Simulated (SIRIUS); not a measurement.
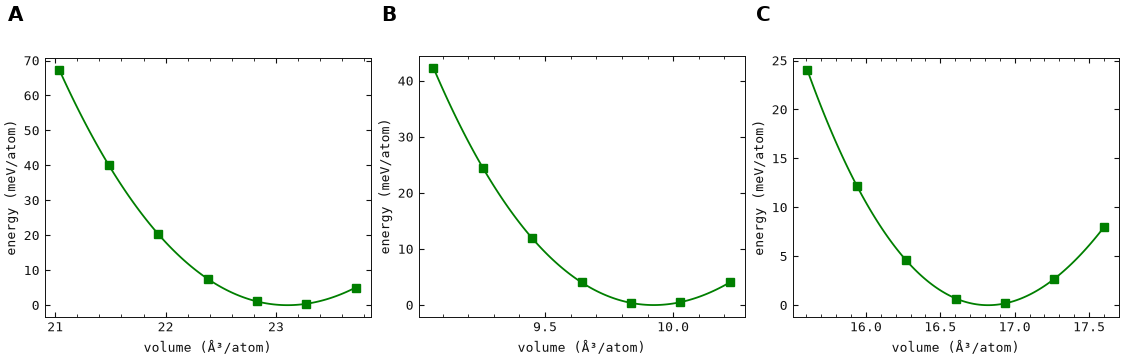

Each panel shows the energy against volume for one of these solids: Al, Fm-3m (No. 225); CuO, P-6m2 (No. 187); Hf, P6_3/mmc (No. 194).

Computed with SIRIUS 7.12.0: all-electron LAPW DFT, no spin polarisation; energies at scaled volumes of the given cell, shape and fractions fixed, counted from the fit's minimum, third-order Birch-Murnaghan fit. Level: RPBE.

Match the panels to the solids.

A is Hf (energy from 0.46 meV/atom to 67.23 meV/atom, V0 23.1 Å³/atom, B0 102 GPa); B is CuO (energy from 0.39 meV/atom to 42.34 meV/atom, V0 9.924 Å³/atom, B0 154 GPa); C is Al (energy from 0.20 meV/atom to 24.00 meV/atom, V0 16.82 Å³/atom, B0 76.8 GPa).

For CuO, limits of the calculation: coarse k mesh; shape and atomic fractions are frozen while scaling, which makes layered, chain and framework solids too stiff.

For Hf, limits of the calculation: shape and atomic fractions are frozen while scaling, which makes layered, chain and framework solids too stiff.
